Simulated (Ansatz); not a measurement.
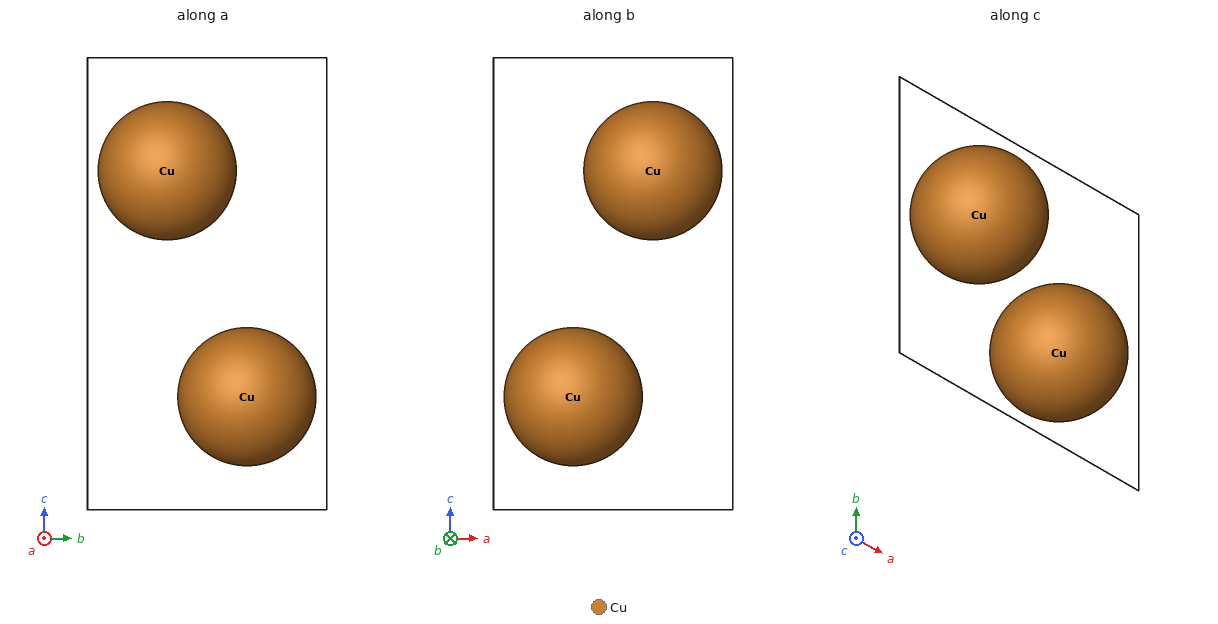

Spheres-only model, viewed along the a axis, along the b axis and along the c axis. The parallelepiped is the conventional unit cell.

Lattice parameters: a = 2.5092 Å, b = 2.5092 Å, c = 4.1082 Å, α = 90.000°, β = 90.000°, γ = 120.000°.

### Convert the drawing into a CIF with its space group and independent sites.

```cif
data_structure
_symmetry_space_group_name_H-M 'P 63/m m c'
_symmetry_Int_Tables_number 194
_cell_length_a 2.5092
_cell_length_b 2.5092
_cell_length_c 4.1082
_cell_angle_alpha 90.000
_cell_angle_beta 90.000
_cell_angle_gamma 120.000
_cell_volume 22.40
loop_
_atom_site_label
_atom_site_type_symbol
_atom_site_symmetry_multiplicity
_atom_site_Wyckoff_symbol
_atom_site_fract_x
_atom_site_fract_y
_atom_site_fract_z
_atom_site_occupancy
Cu1 Cu 2 c 0.6667 0.3333 0.7500 1
```

Starting structure: a structure type filled with this element by a generator (whether the element takes this form wasn't checked). Earlier steps of the study may have refined or changed the cell and positions. A calculation with Ansatz used it as input.

At this level of theory the cell isn't at rest (compressed, at 20 GPa), so its distances can differ from those at equilibrium, the more so the softer the solid.
